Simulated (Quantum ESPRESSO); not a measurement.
## SrO (Fm-3m): the LO frequency by hand

How high does the longitudinal optical mode of SrO (Fm-3m) lie, given the transverse one, the Born charge and ε∞?

Calculated with Quantum ESPRESSO 7.5; DFT LDA, scalar-relativistic, plane waves, GBRV ultrasoft pseudopotentials.

The database entry behind the starting cell differs from later determinations by our own check (about 0.5 % short), so it need not match the best structure at ambient conditions.

### Step 1. The relaxed structure

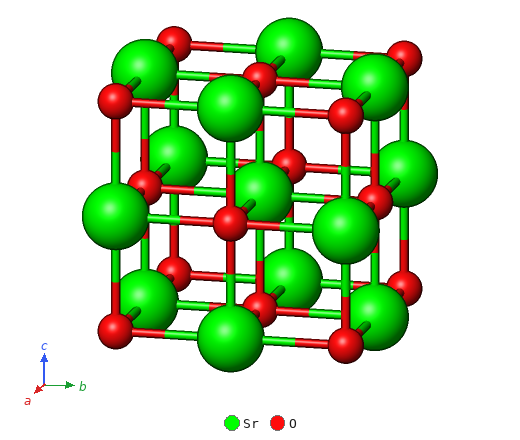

Start, viewed slightly off an axis; strontium green, oxygen red. This picture shows the conventional cell, with its axes. Some periodic images of atoms are drawn too.

Coordinates:

```
CELL_PARAMETERS angstrom
-2.53337 0.00000 2.53337
0.00000 2.53337 2.53337
-2.53337 2.53337 0.00000
ATOMIC_POSITIONS crystal
Sr 0.50000 0.50000 0.50000
O 0.00000 0.00000 0.00000
```

This is the cell after its relaxation at this level of theory, not the database cell from which that began.

### Step 2. What the response run gave

A linear-response run on the relaxed cell, with the response to an electric field; only its zone-centre results are used. Cutoff 55 Ry, k mesh 8×8×8.

Output:

```text
[banners, grids, parts of the stress and lines that vanish by symmetry left out]
Program PHONON v.7.5
     Reading xml data from directory:

[...]
Exchange-correlation= PZ
                           (   1   1   0   0   0   0   0)
[...]
kinetic-energy cut-off    =      55.0000  Ry
     charge density cut-off    =     440.0000  Ry
     convergence threshold     =      1.0E-18
[...]
Exchange-correlation= PZ
                           (   1   1   0   0   0   0   0)
[...]
q = (   0.0000000   0.0000000   0.0000000 )
     49 Sym.Ops. (with q -> -q+G )
     G cutoff = 1021.7611  (  34327 G-vectors)     FFT grid: ( 45, 45, 45)
     G cutoff =  510.8806  (  12039 G-vectors)  smooth grid: ( 32, 32, 32)
     number of k points=    29
[...]
Mode symmetry, O_h (m-3m)  point group:
[...]
Dielectric constant
[...]
End of electric fields calculation
          Dielectric constant in cartesian axis
          (       3.872546569       0.000000000       0.000000000 )
          (       0.000000000       3.872546569       0.000000000 )
          (       0.000000000       0.000000000       3.872546569 )
          Effective charges (d Force / dE) in cartesian axis without acoustic sum rule applied (asr)
           atom    1  Sr    Mean Z*:        2.47276
      Ex  (        2.47276       -0.00000        0.00000 )
      Ey  (       -0.00000        2.47276       -0.00000 )
      Ez  (        0.00000       -0.00000        2.47276 )
           atom    2  O     Mean Z*:       -2.47268
      Ex  (       -2.47268        0.00000        0.00000 )
      Ey  (        0.00000       -2.47268       -0.00000 )
      Ez  (        0.00000       -0.00000       -2.47268 )
          Effective charges Sum: Mean:        0.00008
[...]
Effective charges (d Force / dE) in cartesian axis with asr applied:
           atom    1  Sr    Mean Z*:        2.47272
[...]
atom    2  O     Mean Z*:       -2.47272
[...]
Representation #   1 modes #   1   2   3
[...]
End of self-consistent calculation
     Convergence has been achieved
     Representation #   2 modes #   4   5   6
[...]
End of self-consistent calculation
     Convergence has been achieved
[...]
Dielectric constant in cartesian axis
          (       3.872546569       0.000000000       0.000000000 )
          (       0.000000000       3.872546569       0.000000000 )
          (       0.000000000       0.000000000       3.872546569 )
          Effective charges (d Force / dE) in cartesian axis without acoustic sum rule applied (asr)
           atom    1  Sr    Mean Z*:        2.47276
      Ex  (        2.47276       -0.00000        0.00000 )
      Ey  (       -0.00000        2.47276       -0.00000 )
      Ez  (        0.00000       -0.00000        2.47276 )
           atom    2  O     Mean Z*:       -2.47268
      Ex  (       -2.47268        0.00000        0.00000 )
      Ey  (        0.00000       -2.47268       -0.00000 )
      Ez  (        0.00000       -0.00000       -2.47268 )
          Effective charges Sum: Mean:        0.00008
[...]
Effective charges (d Force / dE) in cartesian axis with asr applied:
           atom    1  Sr    Mean Z*:        2.47272
[...]
atom    2  O     Mean Z*:       -2.47272
[...]
q = (    0.000000000   0.000000000   0.000000000 )
[...]
freq (    1) =      -0.289075 [THz] =      -9.642493 [cm-1]
     freq (    2) =      -0.289075 [THz] =      -9.642493 [cm-1]
     freq (    3) =      -0.289075 [THz] =      -9.642493 [cm-1]
     freq (    4) =       6.490403 [THz] =     216.496557 [cm-1]
     freq (    5) =       6.490403 [THz] =     216.496557 [cm-1]
     freq (    6) =       6.490403 [THz] =     216.496557 [cm-1]
[...]
Mode symmetry, O_h (m-3m)  point group:
     freq (   1-   3) =         -9.6  [cm-1]   --> T_1u G_15  G_4- I
     freq (   4-   6) =        216.5  [cm-1]   --> T_1u G_15  G_4- I

   JOB DONE.
```

```tsv
quantity	value
cell volume Ω (Å³)	32.518
mass of Sr (u)	87.620
mass of O (u)	15.999
Born charge of Sr, raw (e)	2.473
Born charge of O, raw (e)	-2.473
ε∞	3.873
ω(TO) after the sum rule (cm⁻¹)	217.0
```

### Step 3. The calculation

The charges must sum to zero over the cell; taking off their mean, 0.000 e, leaves Z* = 2.473 e on Sr. In the polar mode Sr moves against O, so the reduced mass is μ = 87.62 × 16.00 / 103.62 = 13.529 u.

A longitudinal wave builds up a field that adds to the restoring force: ω(LO)² = ω(TO)² + 4π Z*² / (μ Ω ε∞), in Hartree atomic units. With μ = 24661 electron masses and Ω = 219.44 bohr³ the second term is 3.6664e-06 Ha², or 176606 cm⁻² (1 Ha = 219474.6 cm⁻¹).

So ω(LO) = √(47093 + 176606) = 473.0 cm⁻¹, and by the Lyddane-Sachs-Teller relation ε₀ = ε∞ (ω(LO)/ω(TO))² = 18.39.

### Step 4. Check against the program

The analysis program adds the same non-analytic term to the full matrix, here for q along (1 0 0).

Output:

```text
[banner, memory and clock lines left out]
Program DYNMAT v.7.5

     Reading Dynamical Matrix from file g.dyn
     ...Force constants read
     ...epsilon and Z* read

     Polarizability (A^3 units)
     multiply by 0.510852 for Clausius-Mossotti correction
         7.433362    0.000000    0.000000
         0.000000    7.433362    0.000000
         0.000000    0.000000    7.433362

     IR activities are in (D/A)^2/amu units

# mode   [cm-1]    [THz]      IR
    1      0.00    0.0000    0.0000
    2      0.00    0.0000    0.0000
    3      0.00    0.0000    0.0000
    4    217.01    6.5059   10.4271
    5    217.01    6.5059   10.4271
    6    472.96   14.1791   10.4271
```

ε₀ comes from the program's run without a direction of q.

```tsv
quantity	by hand	program
ω(LO) (cm⁻¹)	473.0	473.0
ε₀	18.39	18.39
```

### Step 5. Summary of results

| Item | Value |
| --- | --- |
| TO mode | 217.0 cm⁻¹ |
| LO mode | 473.0 cm⁻¹ |
| static dielectric constant | 18.39 |

What this shows: The LO mode of SrO (Fm-3m) lies at 473 cm⁻¹, 256 cm⁻¹ above the TO mode; the formula meets the program within 0.1 cm⁻¹, as it must for a cubic crystal with one polar mode. ω(LO)² − ω(TO)² goes with Z*²/ε∞: an error of 5 % in ε∞ would move the LO mode by 9.0 cm⁻¹, and semilocal functionals tend to overestimate ε∞. These are harmonic values at zero temperature, at the volume of this functional, for the structure held cubic; stability elsewhere in the zone is no part of this calculation.

[Host names and launcher messages were left out of these logs when they were recorded.]

[Logs are printed without paths, hosts, clocks, repeated set-up lines and the standing remarks that a program may print on its own settings, such as how far it seeks lower states.]

[Hosts, paths, dates, database ids (printed as entryN), source tags and the programs' standing remarks are cut or masked in the printed files.]
